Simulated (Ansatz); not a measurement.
Geometry relaxation, with input and output: Co3O (part 2 of 2)

The same run, continued: Co3O (Pm-3m, 4 atoms in the cell); DFT PBE, scalar-relativistic, plane waves, PAW, spin-polarised (Ansatz 0.2.0); cutoff 420 eV, 6×6×6 k-mesh, Gaussian smearing of 0.1 eV, collinear spins. The structure was made by swapping elements on the sites of another compound; it need not be a known phase. It belongs to a series of runs on one base structure; here: Cu3Au (L1_2) type (Pm-3m, No. 221).

### The program's output, continued
```
SCF iter   1: F=—  HF=-15941.714345 eV  |F-HF|=—  |Δ(HF+E_count)|=         —  Δρ=2.21e-4 (↑2.21e-4 ↓7.50e-5)  dr2=1.08e-6  dr2_m=4.74e-6  M=6.877 μB ∫|m|=7.048 μB  β_m=0.30  ethr=8.66e-9  ⟨swp⟩=4.0  Hψ=10657  notcnv=0
preconditioner: auto → Kerker (q_TF=auto, 2.854 Å⁻¹)  [metal: Δε(μ)=0.019 eV  Ē_g=9.726 eV  σ=0.100 eV  W_gap=0.11  n_scr=18 (ndim 8)  ℏωp=32.3 eV  f_vac=0.000  D(μ)=2.67/eV (n_scr^D=26)]
spin=Collinear: Kerker preconditioning applied to the charge; magnetization (m = ρ↑ − ρ↓) channel mixes plain (no charge-response kernel on spin).
SCF iter   2: F=—  HF=-15941.714483 eV  |F-HF|=—  |Δ(HF+E_count)|=   1.38e-4  Δρ=1.55e-4 (↑1.55e-4 ↓5.31e-5)  dr2=5.37e-7  dr2_m=2.32e-6  M=6.877 μB ∫|m|=7.048 μB  β_m=0.65  ethr=1.89e-9  ⟨swp⟩=1.0  Hψ=1560  notcnv=0
SCF iter   3: F=—  HF=-15941.714617 eV  |F-HF|=—  |Δ(HF+E_count)|=   1.33e-4  Δρ=1.12e-5 (↑1.04e-5 ↓1.12e-5)  dr2=1.35e-7  dr2_m=8.21e-9  M=6.878 μB ∫|m|=7.048 μB  β_m=0.56  ethr=9.42e-10  ⟨swp⟩=2.2  Hψ=2043  notcnv=0
SCF iter   4: F=—  HF=-15941.714634 eV  |F-HF|=—  |Δ(HF+E_count)|=   1.71e-5  Δρ=2.95e-6 (↑2.91e-6 ↓2.95e-6)  dr2=6.07e-9  dr2_m=3.52e-10  M=6.877 μB ∫|m|=7.048 μB  β_m=0.53  ethr=2.37e-10  ⟨swp⟩=2.0  Hψ=2002  notcnv=0
SCF iter   5: F=-15941.714634 eV  HF=-15941.714634 eV  |F-HF|=7.15e-10  |Δ(HF+E_count)|=   9.84e-9  Δρ=8.82e-7 (↑8.75e-7 ↓8.82e-7)  dr2=7.96e-10  dr2_m=7.82e-11  M=6.877 μB ∫|m|=7.048 μB  ethr=4.49e-12  ⟨swp⟩=4.0  Hψ=4365  notcnv=0
SCF 7 converged in 5 iterations: F = -15941.714634 eV  dr2 = 7.96e-10
relax step   7: F+E_penalty+E_count = -15941.71463371 eV  Δ(F+E_penalty+E_count) = -1.119e-3 eV  max|allowed force component| = 1.252e-28 eV/Å  Δτ_max = 0.0000 Å  P = +0.340 GPa  Ω = 43.495 Å³  stress off target by 3.40e-1 GPa  SCF on the basis re-selected at this cell (its energy is not comparable with the rows above)  (5 SCF iters)
```

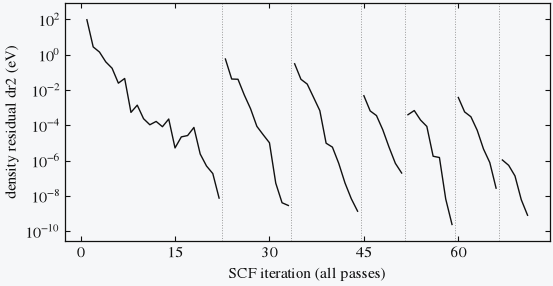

Convergence of the self-consistent field: density residual dr2 against the SCF iteration. The dotted lines part the SCF passes of the relaxation: geometry steps, rejected trials and re-solves on a re-selected basis. The 7 passes take 5 to 22 iterations each, 71 in all.

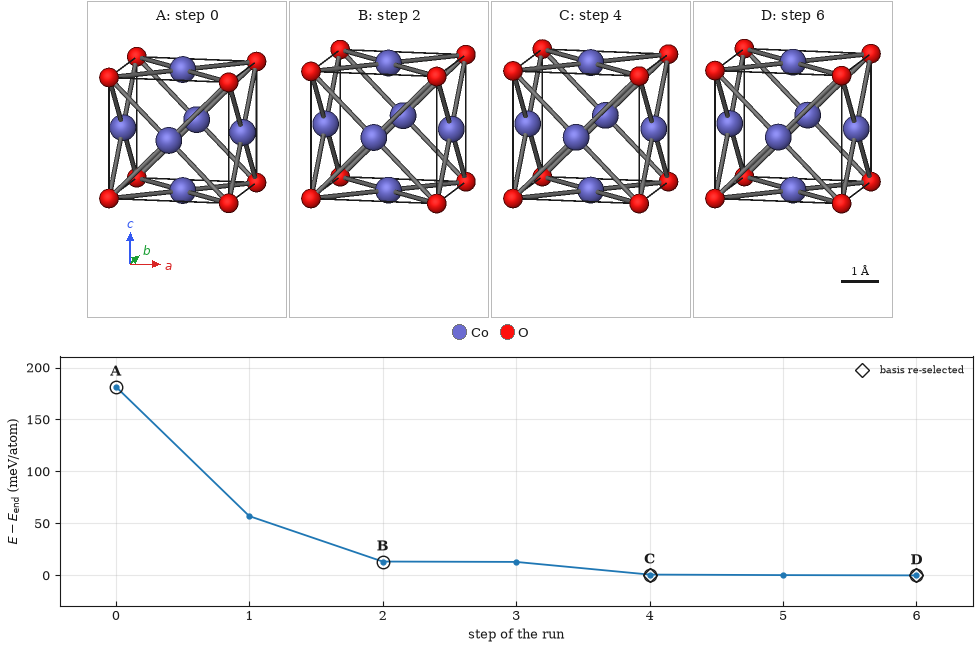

Frames of the relaxation (ball-and-stick view of the cell of the calculation, seen slightly off an axis) above the curves, on which the letters mark them (the first geometry is step 0 here and step 1 in the log).

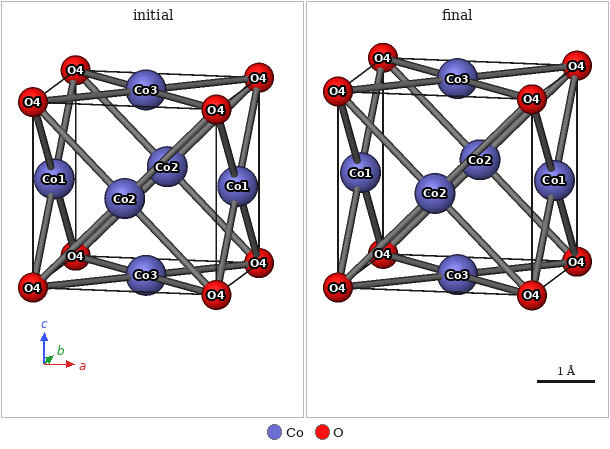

Before (left) and after (right) the relaxation, at one scale (ball-and-stick view of the cell of the calculation, seen slightly off an axis). No atom moves by more than 0.005 Å relative to the cell. The volume changes by +18.2 %, with a = b = c 3.326 → 3.517 Å (+5.7 %). Among the contacts that change: Co1–O4 2.352 → 2.487 Å. The space group stays Pm-3m (No. 221). After 4 geometry steps the energy has fallen by 181 meV per atom. All forces vanish by symmetry, so only the cell relaxes. The pressure goes from 39.11 to 0.34 GPa. 1 further SCF at an unchanged geometry re-selected the plane-wave basis for the new cell. The energy change given includes the shifts at the re-selections in mid-walk, which come without any move. A last SCF at the same geometry on a re-selected plane-wave basis shifts the energy by −0.3 meV per atom. (Atoms are counted from 1 in the order of the input.)

```
basis re-selected at this cell: Δ(F+E_penalty+E_count) = -1.119e-3 eV, ΔP = -0.005 GPa vs the last step (what re-selecting the basis moved, of the pressure what is left beyond the Pulay correction that the steps carried, after the strain that the cell walked since its last selection, with what the two solves' SCF thresholds leave and, on support functions, any second-order correction that the steps lacked; it is no measure of the basis error at this ecutwfc). This SCF's stress stands 3.40e-1 GPa from its target on what of the cell is left free (relax.cell.stress_tol is 4.00e-1 GPa) and its largest allowed force component is 1.25e-28 eV/Å (relax.f_tol is 4.00e-2 eV/Å): within both
SCF converged after 5 iterations
Magnetization: 6.8775 μB (31.9387 up, 25.0613 down)
Absolute magnetization: 7.0479 μB (∫|ρ↑−ρ↓|, with the PAW one-centre terms)
Spin contamination: 0.0634 ħ² per cell (⟨S²⟩ above its minimum at these occupations)
Per-site moments (μB) at R_I (Å): [(2.1605208929563644, 1.0257789080786839), (2.160520892956362, 1.0257789080786839), (2.160520892956363, 1.0257789080786839), (0.43021827418406483, 1.0257789080786839)]
Free energy (F): -15941.714634 eV
Harris-Foulkes:  -15941.714634 eV  (|F-HF|=7.15e-10)
Internal energy: -15941.701270 eV  (E = F + TS)
E sigma→0 (E₀):  -15941.707952 eV
Entropy (-TS):   -0.013364 eV (-3.341 meV/atom)
Fermi energy:    15.440458 eV
--- Per-component energies (eV) ---
  E_band       = -872.748645
  E_kinetic    = 1522.002324
  E_local      = -9576.473609  (includes V_loc(G=0)·N_el)
  E_nonlocal   = 1426.169255
  E_hartree    = 3985.049244
  E_xc         = -545.034236
  E_vxc        = -701.900173  (∫ρ·V_xc dr)
  E_paw        = -4710.323223  (= ΣΔE_a)
  E_vpaw       = -1512.649402  (= ΣTr[D̂ρ^β])
  E_aug_tail   = 0.002389  (compensation charges beyond the density's cutoff)
  E_ewald      = -8043.093414
  E_smearing   = -0.013364  (= −TS)
  E_closure    = 0.000000  (closes the sum)
  Σ components = -15941.714634   (vs F -15941.714634, Δ=0.00e0)
--- Forces (eV/Å), atoms counted from 1 ---
  atom   1  Co    -0.00000000    -0.00000000     0.00000000
  atom   2  Co     0.00000000     0.00000000     0.00000000
  atom   3  Co     0.00000000     0.00000000    -0.00000000
  atom   4  O     -0.00000000    -0.00000000     0.00000000
  max |Σ_I F_I| component: 5.05e-29 eV/Å
--- Stress (GPa, compression-positive) ---
        0.339810       0.000000      -0.000000
        0.000000       0.339810      -0.000000
       -0.000000      -0.000000       0.339810
  P = ⅓ Tr σ = 0.3398 GPa (3.398 kbar)
--- Band table (eV; the first three rows and the last of 40) ---
  k-point 0 ↑: bands = ["-81.1744", "-81.1205", "-81.1205", "-44.5453", "-44.5453", "-44.5453", "-44.3620", "-44.3620", "-44.3620", "-44.3206", "-44.3206", "-44.3206", "-3.4903", "8.3836", "11.0456", "11.0456", "11.0456", "11.2300", "11.2300", "11.2300", "11.2780", "11.2780", "11.5905", "12.9049", "12.9049", "12.9049", "13.4692", "13.4692", "14.4228", "14.5638", "14.5638", "14.5638", "21.1819", "21.1819", "21.1819", "23.8475", "23.8475", "28.8637", "30.8184"]
  k-point 1 ↑: bands = ["-81.1712", "-81.1236", "-81.1204", "-44.5382", "-44.5382", "-44.5329", "-44.3643", "-44.3643", "-44.3625", "-44.3345", "-44.3253", "-44.3253", "-3.4327", "8.4238", "10.1118", "10.6512", "10.6512", "11.1138", "11.4735", "11.5858", "11.5867", "11.5867", "12.7147", "12.8284", "13.1589", "13.1589", "13.3683", "13.4679", "14.2768", "14.2768", "14.2932", "14.5641", "19.3878", "21.4763", "21.4763", "23.9030", "25.4577", "29.5240", "29.5240"]
  k-point 2 ↑: bands = ["-81.1630", "-81.1318", "-81.1203", "-44.5223", "-44.5223", "-44.5007", "-44.3720", "-44.3720", "-44.3697", "-44.3636", "-44.3335", "-44.3335", "-3.3137", "8.1011", "9.9255", "10.2818", "10.2818", "11.2725", "11.9640", "12.0429", "12.0429", "12.0895", "12.6531", "12.8842", "13.4247", "13.4247", "13.4352", "13.7959", "13.8349", "13.8349", "13.9663", "14.5646", "17.2079", "22.0133", "22.0133", "24.0610", "27.2032", "27.9208", "28.1255"]
  k-point 19 ↓: bands = ["-78.5602", "-78.5602", "-78.5602", "-42.1510", "-41.9656", "-41.9656", "-41.9656", "-41.8486", "-41.8486", "-41.7659", "-41.7659", "-41.7659", "-2.3573", "10.7011", "10.7011", "10.7011", "11.8944", "11.8944", "11.8944", "14.0919", "14.0919", "14.0919", "14.3019", "14.8583", "15.5101", "15.5101", "15.5101", "16.1303", "16.1303", "16.3811", "16.3811", "16.3811", "21.5428", "21.5428", "21.5428", "21.9216", "21.9216", "21.9216", "32.6867"]
--- Relaxed structure (5 steps of the walk, 5 accepted, 2 SCFs on fresh bases) ---
  F+E_penalty+E_count = -15941.71463371 eV   max|allowed force component| = 1.252e-28 eV/Å   (the final SCF, on the basis selected at the relaxed cell)
  cell:  # Å, volume = 43.4945 Å³
    - [3.5167768334573077, -2.2870418089598426e-34, 1.0592614694129795e-33]
    - [-3.570995105217999e-34, 3.5167768334573077, -2.0864241064195054e-34]
    - [1.604941620322696e-34, -2.0864241064195054e-34, 3.5167768334573077]
  atoms:
    - { symbol: Co, position: [-2.412893926339886e-35, 0.49999999999999994, 0.49999999999999994] }
    - { symbol: Co, position: [0.49999999999999994, 2.7145056671686307e-36, 0.49999999999999994] }
    - { symbol: Co, position: [0.49999999999999994, 0.49999999999999994, -2.1809760034352316e-48] }
    - { symbol: O, position: [3.378051496887473e-35, 2.7145056671455664e-36, 2.412893926336801e-36] }
--- Löwdin populations: 4 sites ---
  site symbol       q [e]    m [muB]
     0     Co     16.5266     2.1588
     1     Co     16.5266     2.1588
     2     Co     16.5266     2.1588
     3      O      6.8633     0.4729
  spilling = 0.009768 (of n_electrons = 57.000000)
```

### File populations.tsv
```
# site	symbol	l	j	q_up	q_dn
# orbitals = lowdin
# n_electrons = 57.000000
# spilling = 0.009768
0	Co	0_3S	-	0.995015	0.995102
0	Co	0_4S	-	0.429459	0.413776
0	Co	1_3P	-	2.998679	2.998356
0	Co	2_3D	-	4.919576	2.776673
1	Co	0_3S	-	0.995015	0.995102
1	Co	0_4S	-	0.429459	0.413776
1	Co	1_3P	-	2.998679	2.998356
1	Co	2_3D	-	4.919576	2.776673
2	Co	0_3S	-	0.995015	0.995102
2	Co	0_4S	-	0.429459	0.413776
2	Co	1_3P	-	2.998679	2.998356
2	Co	2_3D	-	4.919576	2.776673
3	O	0_2S	-	0.989491	0.990107
3	O	1_2P	-	2.678617	2.205104
```

### Trajectory as extended XYZ (Å, eV, eV/Å), 7 frames, from step=1 to step=7
```
4
Lattice="3.3258 0.0000 0.0000 0.0000 3.3258 0.0000 0.0000 0.0000 3.3258" Properties=species:S:1:pos:R:3:forces:R:3 step=1 energy=-15940.98837 pressure_GPa=39.11
Co    0.0000    1.6629    1.6629    0.0000   0.0000   0.0000
Co    1.6629    0.0000    1.6629    0.0000   0.0000   0.0000
Co    1.6629    1.6629    0.0000    0.0000   0.0000   0.0000
O     0.0000    0.0000    0.0000    0.0000   0.0000   0.0000
4
Lattice="3.4104 0.0000 0.0000 0.0000 3.4104 0.0000 0.0000 0.0000 3.4104" Properties=species:S:1:pos:R:3:forces:R:3 step=2 energy=-15941.48645 pressure_GPa=18.38
Co    0.0000    1.7052    1.7052    0.0000   0.0000   0.0000
Co    1.7052    0.0000    1.7052    0.0000   0.0000   0.0000
Co    1.7052    1.7052    0.0000    0.0000   0.0000   0.0000
O     0.0000    0.0000    0.0000    0.0000   0.0000   0.0000
4
Lattice="3.4931 0.0000 0.0000 0.0000 3.4931 0.0000 0.0000 0.0000 3.4931" Properties=species:S:1:pos:R:3:forces:R:3 step=3 energy=-15941.66137 pressure_GPa=2.00
Co    0.0000    1.7466    1.7466    0.0000   0.0000   0.0000
Co    1.7466    0.0000    1.7466    0.0000   0.0000   0.0000
Co    1.7466    1.7466    0.0000    0.0000   0.0000   0.0000
O     0.0000    0.0000    0.0000    0.0000   0.0000   0.0000
4
Lattice="3.5053 0.0000 0.0000 0.0000 3.5053 0.0000 0.0000 0.0000 3.5053" Properties=species:S:1:pos:R:3:forces:R:3 step=4 energy=-15941.66277 pressure_GPa=-0.20
Co    0.0000    1.7527    1.7527    0.0000   0.0000   0.0000
Co    1.7527    0.0000    1.7527    0.0000   0.0000   0.0000
Co    1.7527    1.7527    0.0000    0.0000   0.0000   0.0000
O     0.0000    0.0000    0.0000    0.0000   0.0000   0.0000
4
Lattice="3.5053 0.0000 0.0000 0.0000 3.5053 0.0000 0.0000 0.0000 3.5053" Properties=species:S:1:pos:R:3:forces:R:3 step=5 energy=-15941.71153 pressure_GPa=2.05
Co    0.0000    1.7527    1.7527    0.0000   0.0000   0.0000
Co    1.7527    0.0000    1.7527    0.0000   0.0000   0.0000
Co    1.7527    1.7527    0.0000    0.0000   0.0000   0.0000
O     0.0000    0.0000    0.0000    0.0000   0.0000   0.0000
4
Lattice="3.5168 0.0000 0.0000 0.0000 3.5168 0.0000 0.0000 0.0000 3.5168" Properties=species:S:1:pos:R:3:forces:R:3 step=6 energy=-15941.71351 pressure_GPa=0.35
Co    0.0000    1.7584    1.7584    0.0000   0.0000   0.0000
Co    1.7584    0.0000    1.7584    0.0000   0.0000   0.0000
Co    1.7584    1.7584    0.0000    0.0000   0.0000   0.0000
O     0.0000    0.0000    0.0000    0.0000   0.0000   0.0000
4
Lattice="3.5168 0.0000 0.0000 0.0000 3.5168 0.0000 0.0000 0.0000 3.5168" Properties=species:S:1:pos:R:3:forces:R:3 step=7 energy=-15941.71463 pressure_GPa=0.34
Co    0.0000    1.7584    1.7584    0.0000   0.0000   0.0000
Co    1.7584    0.0000    1.7584    0.0000   0.0000   0.0000
Co    1.7584    1.7584    0.0000    0.0000   0.0000   0.0000
O     0.0000    0.0000    0.0000    0.0000   0.0000   0.0000
```

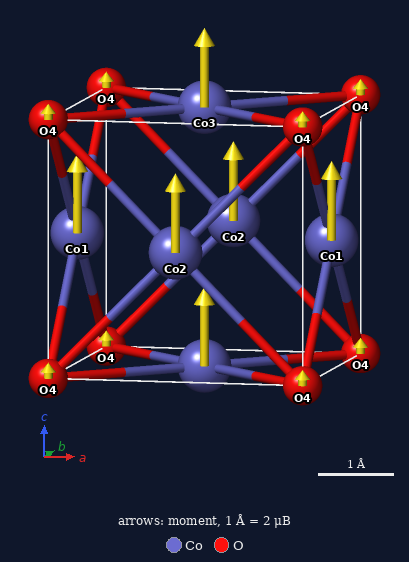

Magnetic moments of the sites as yellow arrows (ball-and-stick view of the cell of the calculation, seen slightly off an axis; atoms are numbered from 1 in the order of the input); small moments hardly show. The run is collinear, so the axis drawn is arbitrary. Site moments: all 3 Co atoms (2.16 μB); O4 (0.43 μB). They are counted near the atoms and needn't add up to the moment of the cell.

The run was set up as follows.

### Input file
```yaml
crystal:
  lattice:
    - [3.3257608277, 0.0, 0.0]
    - [0.0, 3.3257608277, 0.0]
    - [0.0, 0.0, 3.3257608277]
  atoms:
    - { symbol: Co, position: [0.0, 0.5, 0.5], spin: 2.18 }
    - { symbol: Co, position: [0.5, 0.0, 0.5], spin: 2.18 }
    - { symbol: Co, position: [0.5, 0.5, 0.0], spin: 2.18 }
    - { symbol: O, position: [0.0, 0.0, 0.0], spin: 0.34 }
basis:
  ecutwfc: 420
kpoints:
  mp_grid: { grid: [6, 6, 6] }
hamiltonian:
  xc: pbe
scf:
  occupations: { method: gaussian, width: 0.1 }
  lower_state_search: "off"
output:
  forces: true
  stress: true
  eigenvalues: true
  populations: true
magnetization:
  spin_polarized: true
relax:
  adjacent_minimum: "off"
  f_tol: 0.04
  max_steps: 70
  cell: { stress_tol: 0.4 }
```

Launched with:
```bash
ansatz run input.yaml --threads 1 --pin off --max-ram 2560MiB --backend cpu --events-out ev --progress --plain --runs-dir out
```

### Results in brief

```csv
quantity,value
outcome,converged
space group (tolerance 0.01 Å),Pm-3m (221)
electrons treated,57
free energy,−15941.7146 eV
Fermi energy,15.440 eV
gap on the k-point mesh,none (metallic)
net moment of the cell,6.88 μB
integrated absolute moment,7.05 μB
pressure,0.34 GPa
final volume,43.49 Å³
largest force (length of the vector) at the end,under 0.001 eV/Å
final cell,"a = 3.517 Å, b = 3.517 Å, c = 3.517 Å, α = 90.00°, β = 90.00°, γ = 90.00°"
hardware,"1 thread of Intel Xeon @ 2.50GHz (Skylake/Cascade Lake), 189 GiB of memory available, shared host"
wall time,91 s (CPU time 58 s; the host was busy)
peak memory,0.37 GiB
```
